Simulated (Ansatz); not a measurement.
**MoS2: 6 runs along one coordinate**

System: MoS2 (3 atoms in the cell).
Method: DFT PBE+D3(BJ), scalar-relativistic, plane waves, PAW, no spin polarisation (Ansatz 0.2.0).

The 6 runs differ only in the geometry, by an even scaling of the cell at fixed fractional positions. The structure derives from a Materials Project entry.

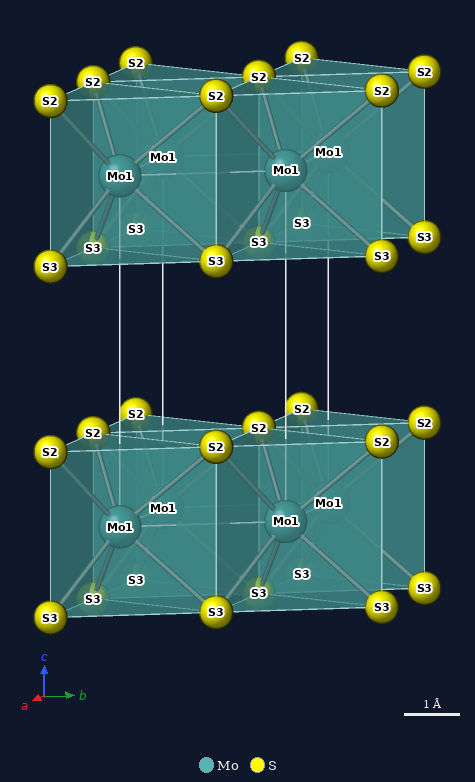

Figure 1. The structure of run 4 (polyhedral view of the cell of the calculation, seen slightly off an axis; polyhedra are completed across the faces of the cell; atoms are numbered from 1 in the order of the input).

**Input of run 4**
```yaml
crystal:
  lattice:
    - [3.1776221447, 0.0, 0.0]
    - [-1.5888110724, 2.7519015009, 0.0]
    - [0.0, 0.0, 6.5274714096]
  atoms:
    - { symbol: Mo, position: [0.0, 0.0, 0.0] }
    - { symbol: S, position: [0.3333333333, 0.6666666667, 0.2357940733] }
    - { symbol: S, position: [0.3333333333, 0.6666666667, 0.7642059267] }
basis:
  ecutwfc: 420
kpoints:
  mp_grid: { grid: [12, 12, 6] }
hamiltonian:
  xc: pbe
  dispersion: d3bj
scf:
  occupations: { method: gaussian, width: 0.05 }
output:
  forces: true
  stress: true
  eigenvalues: true
```

Command:
```bash
ansatz run input.yaml --threads 1 --pin off --max-ram 2048MiB --backend cpu --events-out ev --progress --plain --runs-dir out
```

Run 5 differs from it as follows:
```diff
-    - [3.1776221447, 0.0, 0.0]
-    - [-1.5888110724, 2.7519015009, 0.0]
-    - [0.0, 0.0, 6.5274714096]
+    - [3.2194617274, 0.0, 0.0]
+    - [-1.6097308637, 2.7881356424, 0.0]
+    - [0.0, 0.0, 6.6134182804]
```

**Results, with one run withheld**

| run | volume per atom (Å³) | free energy per atom, from the lowest run given (meV) | pressure (GPa) | gap on the mesh (eV) |
| --- | --- | --- | --- | --- |
| 1 | 16.743 | 156.78 | 24.25 | 1.02 |
| 2 | 17.504 | 65.58 | 14.50 | 1.02 |
| 3 | 18.265 | 16.01 | 6.65 | 0.99 |
| 4 | 19.026 | 0.00 | 0.32 | 0.97 |
| 5 | 19.788 | ? | ? | ? |
| 6 | 20.549 | 43.92 | −8.89 | 0.93 |

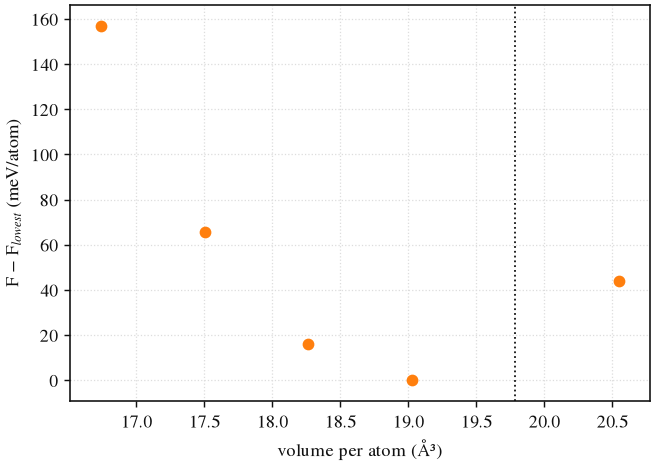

Figure 2. Free energy per atom of the runs given; the dotted line marks run 5.

What should run 5 give?

A cubic polynomial in V^(−2/3) (the Birch–Murnaghan form), fitted to the 5 runs given, misses them by at most 0.01 meV per atom. With x = V^(−2/3) − 0.14378 Å⁻², it reads F = 12.988 + 7099.6 x + 9.7079e+05 x² + 1.1985e+06 x³ (meV per atom). At run 5 it gives 11.03 meV per atom, and the run itself gives 11.07. The slope of the fit gives a pressure −dF/dV of −4.79 GPa there, and the run prints −4.79 GPa. The fit has its minimum at 19.070 Å³ per atom, where V d²F/dV² gives 140 GPa. Cell shape and fractional positions are held, so this is the stiffness under even scaling; the relaxed bulk modulus wasn't computed and can be far lower in a crystal of layers, chains or molecules like this one. The gap on the mesh goes, without turning, from 1.02 eV in run 1 to 0.93 eV in run 6; run 5 has 0.95 eV. These are gaps of this functional on this mesh, which can miss the band edges; they aren't the measured gap.

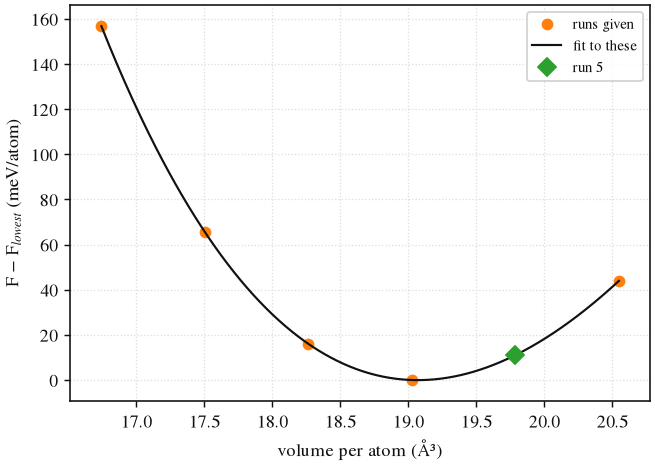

Figure 3. The fit and the withheld run.

**Output, shortened to warnings, some set-up lines, iterations and results (run 5)**
```
Basis set: ecut = 420 eV, 1151 PW (Γ), exchange–correlation on 48×48×90 points (8 copies of the dense FFT grid, shifted against one another)
Symmetry: 12 space group operations
k-points: 76 of 864 (time reversal used)
Initial density: superposition of atomic densities (neutral atoms: chi_scale 0, normalization atom), corrected by the library's trained network
[...]
SCF iter   1: F=—  HF=-6763.898599 eV  |F-HF|=—  |Δ(HF+E_count)|=         —  Δρ=4.99e-3  dr2=4.96e-3  ethr=1.77e-3  ⟨swp⟩=6.0  Hψ=7104  notcnv=0
SCF iter   2: F=—  HF=-6763.904482 eV  |F-HF|=—  |Δ(HF+E_count)|=   5.88e-3  Δρ=3.37e-3  dr2=9.33e-3  ethr=1.91e-5  ⟨swp⟩=2.0  Hψ=2733  notcnv=0
SCF iter   3: F=—  HF=-6763.905329 eV  |F-HF|=—  |Δ(HF+E_count)|=   8.48e-4  Δρ=2.68e-3  dr2=7.43e-3  ethr=1.91e-5  ⟨swp⟩=2.0  Hψ=2099  notcnv=0
SCF iter   4: F=—  HF=-6763.905388 eV  |F-HF|=—  |Δ(HF+E_count)|=   5.84e-5  Δρ=1.08e-3  dr2=5.90e-4  ethr=1.91e-5  ⟨swp⟩=1.7  Hψ=1460  notcnv=0
SCF iter   5: F=—  HF=-6763.905677 eV  |F-HF|=—  |Δ(HF+E_count)|=   2.89e-4  Δρ=1.65e-4  dr2=1.25e-5  ethr=2.27e-6  ⟨swp⟩=2.2  Hψ=1768  notcnv=0
SCF iter   6: F=—  HF=-6763.905652 eV  |F-HF|=—  |Δ(HF+E_count)|=   2.45e-5  Δρ=1.80e-5  dr2=9.75e-8  ethr=3.85e-10  ⟨swp⟩=5.3  Hψ=7509  notcnv=0
SCF iter   7: F=-6763.905652 eV  HF=-6763.905652 eV  |F-HF|=6.90e-9  |Δ(HF+E_count)|=   2.56e-7  Δρ=2.90e-6  dr2=4.05e-9  ethr=3.75e-10  ⟨swp⟩=3.0  Hψ=5107  notcnv=0
SCF 1 converged in 7 iterations: F = -6763.905652 eV  dr2 = 4.05e-9
SCF converged after 7 iterations
Free energy (F): -6763.905652 eV
Harris-Foulkes:  -6763.905652 eV  (|F-HF|=6.90e-9)
Internal energy: -6763.905652 eV  (E = F + TS)
E sigma→0 (E₀):  -6763.905652 eV
Fermi energy:    9.750580 eV
--- Per-component energies (eV) ---
  E_band       = -195.133265
  E_kinetic    = 653.704088
  E_local      = -2287.690718  (includes V_loc(G=0)·N_el)
  E_nonlocal   = 199.073896
  E_hartree    = 898.382872
  E_xc         = -377.636541
  E_vxc        = -403.813827  (∫ρ·V_xc dr)
  E_paw        = -4401.394553  (= ΣΔE_a)
  E_vpaw       = -153.172778  (= ΣTr[D̂ρ^β])
  E_aug_tail   = 0.000045  (compensation charges beyond the density's cutoff)
  E_ewald      = -1447.199268
  E_disp       = -1.145473  (pairwise vdW)
  E_smearing   = -0.000000  (= −TS)
  E_closure    = 0.000000  (closes the sum)
  Σ components = -6763.905652   (vs F -6763.905652, Δ=0.00e0)
--- Forces (eV/Å), atoms counted from 1 ---
  atom   1  Mo    -0.00000000    -0.00000000    -0.00000000
  atom   2  S      0.00000000    -0.00000000    -0.29441371
  atom   3  S      0.00000000    -0.00000000     0.29441371
  max |Σ_I F_I| component: 6.01e-17 eV/Å
--- Stress (GPa, compression-positive) ---
       -6.031923       0.000000      -0.000000
        0.000000      -6.031923      -0.000000
       -0.000000      -0.000000      -2.301510
  P = ⅓ Tr σ = -4.7885 GPa (-47.885 kbar)
```
